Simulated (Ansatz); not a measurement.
# Single-point calculation of CuO (part 3 of 3)

The same run, continued: CuO (slab, 8 atoms in the cell); DFT, PBEsol, plane waves, PAW, Ueff = 6 eV on Cu d, no spin polarisation (Ansatz 0.2.0); cutoff 700 eV, 10×10×1 k-mesh, Gaussian smearing of 0.1 eV. The structure derives from an entry of the Crystallography Open Database.

Geometry of the input (Å; fractional positions):
```
2.8941  0.0000  0.0000
0.0117  2.8941  0.0000
0.0000  0.0000  25.9110
O  0.5000  0.5001  0.3280
Cu 0.5001  0.0001  0.3772
O  0.5002  0.5001  0.4263
Cu 0.0002  0.5002  0.4754
O  0.5002  0.5003  0.5245
Cu 0.5003  0.0003  0.5737
O  0.5004  0.5003  0.6228
Cu 0.0004  0.5004  0.6683
```

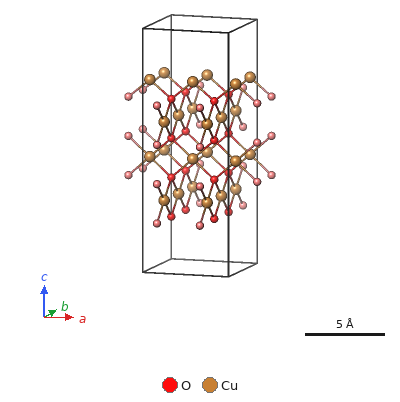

Figure 1. The structure (ball-and-stick view of the 2 × 2 repeat of the cell, with the vacuum cut short, seen slightly off an axis; neighbours outside the cell are drawn fainter). An atom can appear more than once, as a periodic image.

```
SCF converged after 42 iterations
Free energy (F): -28591.239637 eV
Harris-Foulkes:  -28591.239637 eV  (|F-HF|=2.65e-8)
Internal energy: -28591.203956 eV  (E = F + TS)
E sigma→0 (E₀):  -28591.221796 eV
Entropy (-TS):   -0.035681 eV (-4.460 meV/atom)
Fermi energy:    0.531145 eV
Dipole field:    D = 0.145476 V/Å  (p = 0.174479 e·Å, saw-weighted, corrected)
Work function:   Φ+ = 4.6918 eV   Φ− = 8.4613 eV
Levels:          The Fermi level and band energies are counted from a zero that moves with the ramp; work functions are not
--- Per-component energies (eV) ---
  E_band       = -2924.067610
  E_kinetic    = 1875.690149
  E_local      = -195914.193048  (includes V_loc(G=0)·N_el)
  E_nonlocal   = 1754.159484
  E_hartree    = 96051.969709
  E_xc         = -638.394895
  E_vxc        = -823.411006  (∫ρ·V_xc dr)
  E_hubbard    = -1.255458  (on-site DFT+U / exact-exchange correction)
  E_vhub       = -2.510918  (the Hubbard potential's part of the band-sum identity)
  E_paw        = -7099.589178  (= ΣΔE_a)
  E_vpaw       = -1912.546743  (= ΣTr[D̂ρ^β])
  E_aug_tail   = 0.001272  (compensation charges beyond the density's cutoff)
  E_efield     = 0.012691  (sawtooth field / dipole correction)
  E_vefield    = -5.215368  (∫n·V_field dr)
  E_ewald      = 75379.429356
  E_core_change = 0.965960  (= ΣΔE_core)
  E_smearing   = -0.035681  (= −TS)
  E_closure    = 0.000000  (closes the sum)
  Σ components = -28591.239637   (vs F -28591.239637, Δ=0.00e0)
DFT+U double counting: amf (around mean field; hamiltonian.hubbard.double_counting)
--- Forces (eV/Å), atoms counted from 1 ---
  atom   1  O      0.00027815     0.00025307     2.54983855
  atom   2  Cu    -0.00003977     0.00013603    -2.24636068
  atom   3  O      0.00002929    -0.00028092    -0.26366389
  atom   4  Cu    -0.00027193    -0.00012849    -0.09105541
  atom   5  O      0.00002677     0.00003079     0.04664416
  atom   6  Cu     0.00001606    -0.00003748     0.12963466
  atom   7  O     -0.00003986     0.00003961    -0.34330673
  atom   8  Cu     0.00000086    -0.00001323     0.21831891
  max |Σ_I F_I| component: 4.96e-5 eV/Å
--- Band table (eV; the first three rows and the last of 52) ---
  k-point 0: bands = ["-113.2164", "-112.7462", "-112.6754", "-111.5031", "-71.0283", "-70.9975", "-70.4514", "-70.4146", "-70.3667", "-70.3216", "-70.0477", "-69.9122", "-69.8824", "-69.1346", "-69.0449", "-68.9443", "-19.7737", "-19.3316", "-18.7529", "-16.4578", "-8.0691", "-6.7275", "-5.1939", "-5.1774", "-5.0469", "-4.8592", "-4.8356", "-4.0727", "-3.9894", "-3.8807", "-3.8330", "-3.7947", "-3.6437", "-3.1878", "-3.0303", "-3.0131", "-2.9166", "-2.8388", "-2.7671", "-2.7502", "-2.4930", "-2.2998", "-1.8070", "-1.7684", "-1.6777", "-1.4265", "-1.2860", "0.0096", "0.3164", "0.5268", "0.9180", "1.0820", "1.5179", "2.3686", "3.6231", "4.7343", "5.4494", "6.5655", "7.0555", "8.5583"]
  k-point 1: bands = ["-113.2163", "-112.7461", "-112.6753", "-111.5030", "-71.0296", "-70.9974", "-70.4528", "-70.4144", "-70.3666", "-70.3215", "-70.0476", "-69.9121", "-69.8836", "-69.1345", "-69.0448", "-68.9455", "-19.7170", "-19.2854", "-18.7185", "-16.4193", "-7.9796", "-6.6740", "-5.3975", "-5.1594", "-5.0022", "-4.8874", "-4.8519", "-4.5111", "-3.9922", "-3.9120", "-3.8627", "-3.7620", "-3.5479", "-3.3063", "-3.0031", "-2.9783", "-2.9001", "-2.8216", "-2.8031", "-2.5899", "-2.4623", "-2.2816", "-1.9332", "-1.7451", "-1.7072", "-1.4575", "-1.2203", "0.0197", "0.3660", "0.5429", "0.7706", "1.0764", "1.2813", "2.6909", "3.8809", "4.9597", "5.6398", "6.6791", "7.3066", "8.6615"]
  k-point 2: bands = ["-113.2161", "-112.7459", "-112.6750", "-111.5028", "-71.0330", "-70.9970", "-70.4564", "-70.4140", "-70.3664", "-70.3212", "-70.0474", "-69.9118", "-69.8865", "-69.1343", "-69.0446", "-68.9485", "-19.5641", "-19.1629", "-18.6259", "-16.3163", "-7.7396", "-6.5536", "-5.5979", "-5.4903", "-5.4253", "-5.1275", "-4.8257", "-4.7433", "-4.0121", "-3.9955", "-3.8439", "-3.7473", "-3.4412", "-3.3751", "-3.0032", "-2.9822", "-2.9558", "-2.7785", "-2.6275", "-2.4146", "-2.3178", "-2.2317", "-2.1227", "-1.7828", "-1.7664", "-1.4074", "-1.2688", "-0.2421", "0.4901", "0.5878", "0.6821", "1.0680", "1.1155", "3.3882", "4.4895", "5.4808", "5.9870", "6.8938", "7.8724", "8.9545"]
  k-point 51: bands = ["-113.2151", "-112.7448", "-112.6739", "-111.5017", "-71.0410", "-70.9952", "-70.4648", "-70.4120", "-70.3801", "-70.3190", "-70.0578", "-69.9228", "-69.8931", "-69.1479", "-69.0425", "-68.9553", "-18.6028", "-18.3972", "-18.1370", "-15.7278", "-6.8245", "-6.7847", "-6.2149", "-6.1358", "-5.7295", "-5.3185", "-5.2499", "-5.1966", "-4.9724", "-3.8518", "-3.7203", "-3.6293", "-3.6194", "-3.3666", "-3.1890", "-2.9693", "-2.8752", "-2.6664", "-2.5711", "-2.4112", "-2.1969", "-2.0001", "-1.6119", "-1.5537", "-1.5392", "-1.3820", "-1.0300", "-0.8310", "-0.6133", "-0.3584", "0.5792", "1.5211", "2.3713", "3.6048", "5.2514", "6.6770", "7.0391", "8.8080", "9.5599", "10.3835"]
Occupation matrices written to [file]
```

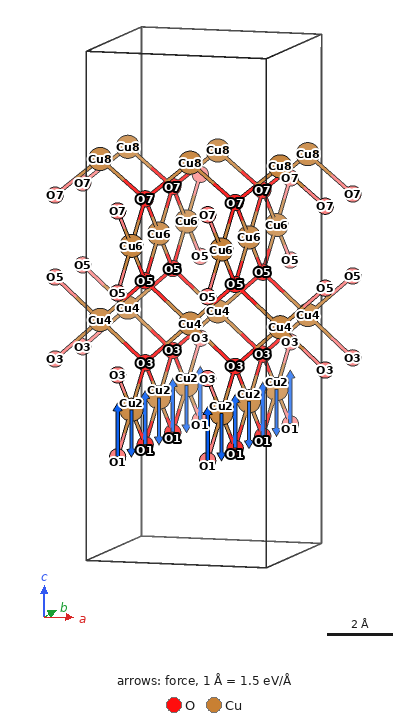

Figure 2. Forces on the atoms as blue arrows (ball-and-stick view of the 2 × 2 repeat of the cell, with the vacuum cut short, seen slightly off an axis; neighbours outside the cell are drawn fainter; atoms are numbered from 1 in the order of the input); the smallest are left out. The largest act on O1 (2.55 eV/Å); Cu2 (2.25 eV/Å). The geometry is not a stationary point of this energy.

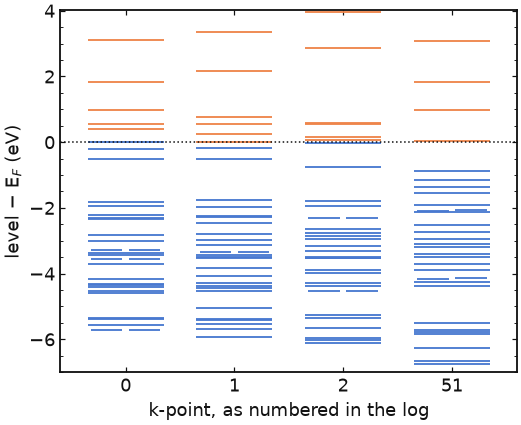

Figure 3. Kohn–Sham levels near the Fermi level (dotted) at the few k-points that the log prints; levels within 0.02 eV of each other stand side by side. The system is metallic on the full mesh.

### Summary

```csv
quantity,value
outcome,converged
electrons treated,100
free energy,−28591.2396 eV
Fermi energy,0.531 eV
gap on the k-point mesh,none (metallic)
largest force (length of the vector),2.550 eV/Å
wall time,2.3 min (CPU time 8.7 min)
peak memory,1.9 GiB
```

### Remarks

Settings chosen away from the usual ones: hamiltonian.hubbard set to {"sites": [{"species": "Cu", "l": "d", "u_eff": 6.0}], "double_counting": "amf"}; basis.ecutwfc set to 700 eV (from 420). The run has no spin polarisation, so a magnetic state may lie lower.
